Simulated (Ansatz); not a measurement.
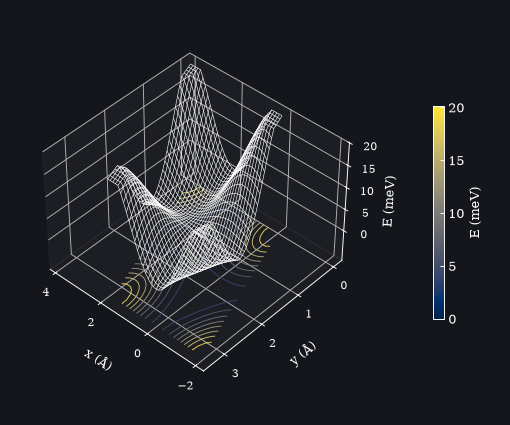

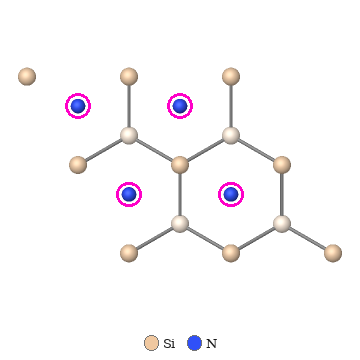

Energy landscape of N₂ on a Si(001) slab cut from the P6_3/mmc phase, its upper half relaxed before the scan (8 atoms of substrate and one adsorbate in a 1 × 1 cell). N2 is moved over the surface cell at a fixed height above a rigid substrate; the origin of the map has the adsorbate above Si8; the height is held at 3.70 Å. Places are given modulo a cell vector. The map is drawn in real space over the plane of the surface. The scan uses a 6 × 6 grid; 10 points were computed and 26 follow by symmetry. Energies are in meV, from the lowest grid point. With one adsorbate in each 1 × 1 cell, its nearest image is 3.8 Å away, so neighbouring adsorbates interact. At a fixed height the lowest place need not be the adsorption site. The calculation used DFT PBE+D3(BJ), scalar-relativistic, plane waves, PAW in Ansatz 0.2.0. Settings: cutoff 420 eV, k-mesh 9×9×1, gaussian smearing 0.05 eV, no spin polarisation.

Drawn: a relief with its contours projected below, any walls above the top of the colour scale cut off. Between grid points the surface is interpolated. The second picture is the structure at the lowest point; rings mark the moved atoms.

Summarise what can be read from the map.

Answer. The lowest grid point is at a threefold hollow, (2/6, 4/6) of the cell vectors. The highest grid point, the top site over a surface Si atom, (0/6, 0/6) of the cell vectors, lies 22.9 meV above the lowest. On the interpolated surface the easiest way out of the lowest well to a well of about the same depth near a threefold hollow over a second-layer Si atom, (4/6, 2/6) of the cell vectors passes a barrier of about 1.9 meV.

Grid values (meV):

```tsv
second ↓, first →	0/6	1/6	2/6	3/6	4/6	5/6
5/6	17.0	9.0	2.0	2.0	9.0	17.0
4/6	6.6	2.0	0.0	2.0	6.6	9.1
3/6	1.9	2.0	2.0	1.9	2.1	2.1
2/6	6.6	9.0	6.6	2.1	0.0	2.1
1/6	17.0	17.0	9.1	2.1	2.1	9.1
0/6	22.9	17.0	6.6	1.9	6.6	17.0
```

Time for the 10 points that were run: 6.2 min on 1 thread of Arm Neoverse V1, with other jobs on the host.

PAW datasets: the set soft_1.
